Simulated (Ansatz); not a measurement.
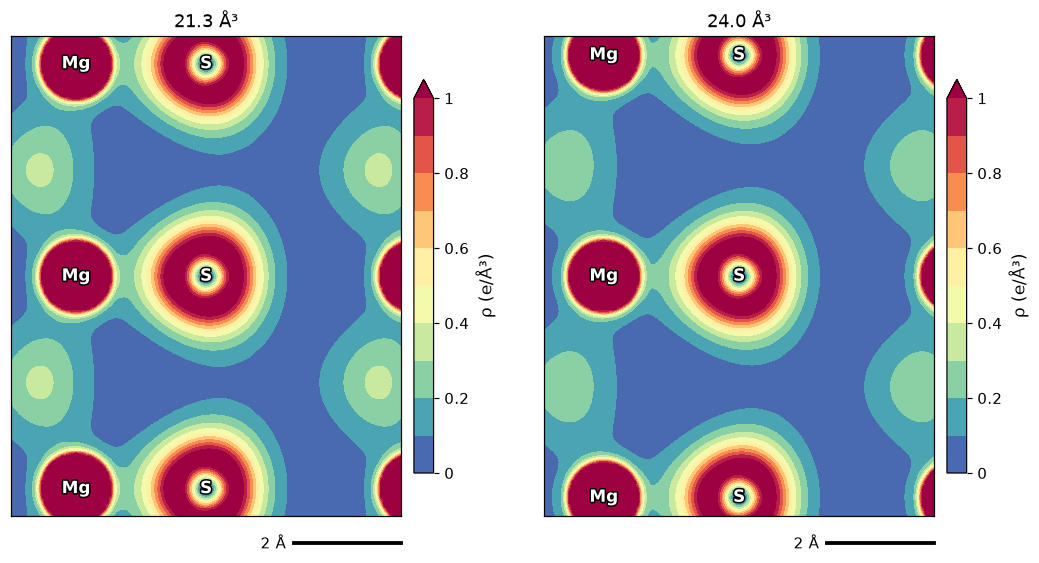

MgS. The valence pseudo-density of cells scaled evenly to different volumes (given per atom above each panel), on the (11̄0) plane of each (indices in the axes of the cell below), at one length scale and on one colour scale.

A structure from a database of computed crystals, not necessarily the ambient phase.

Theory: Kohn-Sham DFT of a periodic cell, LDA, Ansatz PAW in Ansatz 0.2.0.

The largest cell:

```
S Mg
1.0
     4.11375    0.00000    0.00000
    -2.05688    3.56261    0.00000
     0.00000    0.00000    6.55845
S Mg
2 2
Direct
  0.66667 0.33333 0.87924
  0.33333 0.66667 0.37924
  0.33333 0.66667 0.99575
  0.66667 0.33333 0.49575
```

| volume (Å³/atom) | Mg–S contact in the plane (Å) | ρ at its midpoint (e/Å³) | pressure (GPa) | gap on the mesh (eV) | 
| --- | --- | --- | --- | --- |
| 21.31 | 2.416 | 0.388 | 1.7 | 3.46 | 
| 23.58 | 2.499 | ? | ? | ? | 
| 24.03 | 2.515 | 0.332 | −4.8 | 2.87 | 

### What values belong in the row with question marks?

Over the known rows ln ρ falls by 1.57 per Å of Mg–S distance (the line through the two), which gives 0.340 e/Å³ at 2.499 Å; the calculation gives 0.340 e/Å³. For the pressure, a straight line in volume between the neighbouring rows gives −3.7 GPa; the calculation gives −4.0. For the gap on the mesh, a straight line in volume between the neighbouring rows gives 2.97 eV; the calculation gives 2.96.
